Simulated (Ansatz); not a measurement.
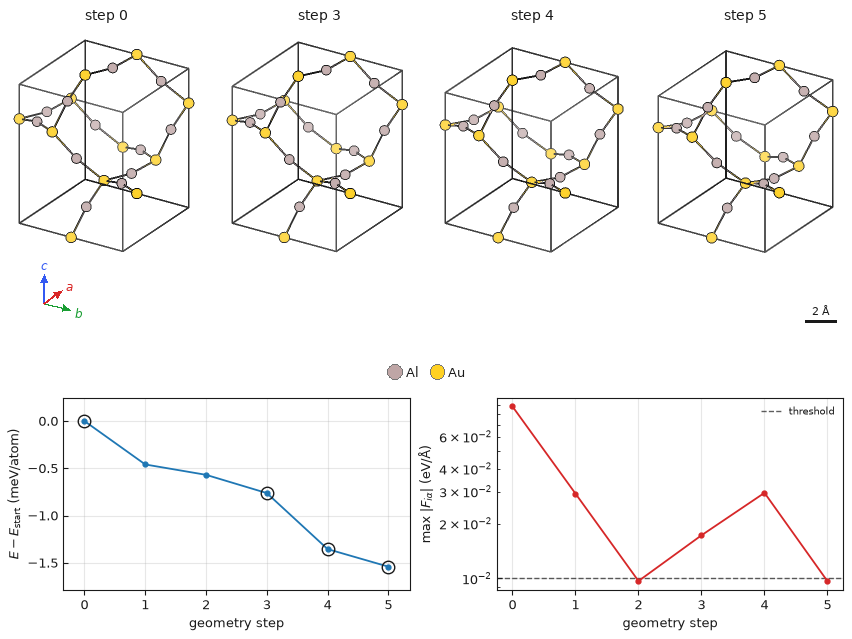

Frames of a relaxation of crystalline Al₂Au (built on the beta-cristobalite_227 type), marked on the history of the run. The picture is a ball-and-stick view of the conventional cell (2 times the calculation's cell), seen from a free direction. Lengths and directions refer to the drawn axes.

Case: the structure that the rattled beta-cristobalite type (Fd-3m, No. 227) fell into.

Method: DFT PBE, scalar-relativistic, plane waves, PAW (Ansatz).

Input
```yaml
crystal:
  lattice:
    - [-4.040196453, 4.0631351353, 5.0816741221]
    - [4.040196453, -4.0631351353, 5.0816741221]
    - [4.040196453, 4.0631351353, -5.0816741221]
  atoms:
    - { symbol: Al, position: [0.6462972663, 0.377276178, 0.7309789118] }
    - { symbol: Al, position: [0.5892912271, 0.8552158416, 0.7340753856] }
    - { symbol: Al, position: [0.121140456, 0.8552158416, 0.2659246144] }
    - { symbol: Al, position: [0.6462972663, 0.9153183545, 0.2690210882] }
    - { symbol: Au, position: [0.4993413961, 0.9993413961, 0.5] }
    - { symbol: Au, position: [0.7507330305, 0.7507330305, 0.0] }
basis:
  ecutwfc: 420
kpoints:
  mp_grid: { grid: [8, 8, 8] }
hamiltonian:
  xc: pbe
scf:
  occupations: { method: gaussian, width: 0.1 }
output:
  forces: true
  stress: true
  eigenvalues: true
relax:
  adjacent_minimum: "off"
  f_tol: 0.01
  max_steps: 80
  cell: { stress_tol: 0.05 }
```

Launched with:
```bash
ansatz run input.yaml --threads 1 --pin off --max-ram 2560MiB --backend cpu --events-out ev --progress --plain --runs-dir out
```

Describe the path.

Answer. The run was cut off at its time limit before the program reported convergence, but its last step already meets the force threshold: the largest component is 0.0097 eV/Å against 0.01 eV/Å. The pressure is within 0.02 GPa of its target. The largest moves relative to the cell, 0.059 Å, are those of Al2 and Al3. Al3 goes along [0 1 −2]. By element the largest moves are Al 0.059 Å, Au 0.007 Å. The volume changes by −3.1 %, with a 8.080 → 8.316 Å (+2.9 %), b 8.126 → 8.364 Å (+2.9 %), c 10.163 → 9.300 Å (−8.5 %). Some distances before and after: Al2–Au6 2.408 → 2.423 Å, Al2–Au5 2.401 → 2.387 Å, Al1–Au5 2.390 → 2.386 Å. Among the angles between lasting bonds that change: Al2–Au6–Al3 127.7° → 135.9°, Al1–Au6–Al4 127.9° → 135.0°, Al1–Au5–Al4 102.7° → 107.2°. The space group stays Imm2 (No. 44). After 5 geometry steps the energy has fallen by 1.5 meV per atom. The largest force component goes from 0.088 to 0.0097 eV/Å. Pressure: −0.01 GPa at the start and 0.02 GPa at the end. Cost: 8.8 min on 1 thread of Arm Neoverse V2, with other jobs on the host, peak memory 1 GiB. From step 0 to 3: Al atoms move most (0.04 Å), volume −0.8 %, energy −0.8 meV per atom. From step 3 to 4: Al atoms move most (0.02 Å), volume −1.5 %, energy −0.6 meV per atom. From step 4 to 5: volume −0.8 %, energy −0.2 meV per atom.

```tsv
step	E − E(0), meV/atom	largest force component, eV/Å	pressure, GPa	volume, Å³/atom
0	0.00	0.0879	-0.01	55.613
1	-0.46	0.0292	-0.02	55.479
2	-0.57	0.0097	-0.01	55.343
3	-0.76	0.0173	0.02	55.160
4	-1.35	0.0295	0.05	54.354
5	-1.54	0.0097	0.02	53.910
```
